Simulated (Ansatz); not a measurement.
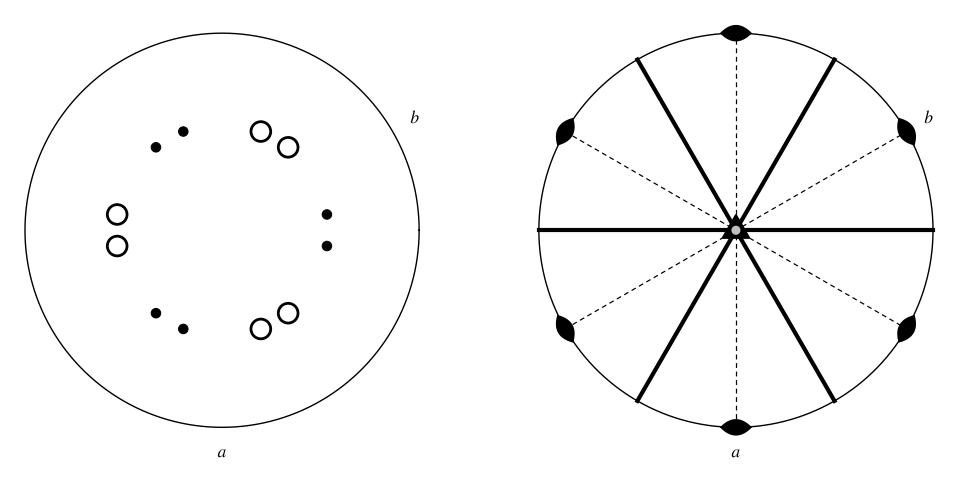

Stereographic projection: filled dots lie in the upper hemisphere, open rings in the lower; heavy lines are mirror planes (a heavy rim: a mirror in the plane of the page); lens, triangle, square and hexagon are 2-, 3-, 4- and 6-fold axes, a lens in an open square is −4, a triangle in an open hexagon −6; thin dashed diameters join the ends of axes that lie in the page; a small open circle marks inversion. The c axis points at the viewer. Left: one general form; right: the symmetry elements. Computed from the symmetry operations of a computed or model structure of composition Cu, which need not be its known form.

Q: Identify the point group and its elements.

A: -3m (D3d), order 12, trigonal system: one threefold axis, three twofold axes, three mirror planes, an inversion centre.

Q: Which physical properties does it allow?

A: It is centrosymmetric, so neither piezoelectric nor pyroelectric; it is not chiral.
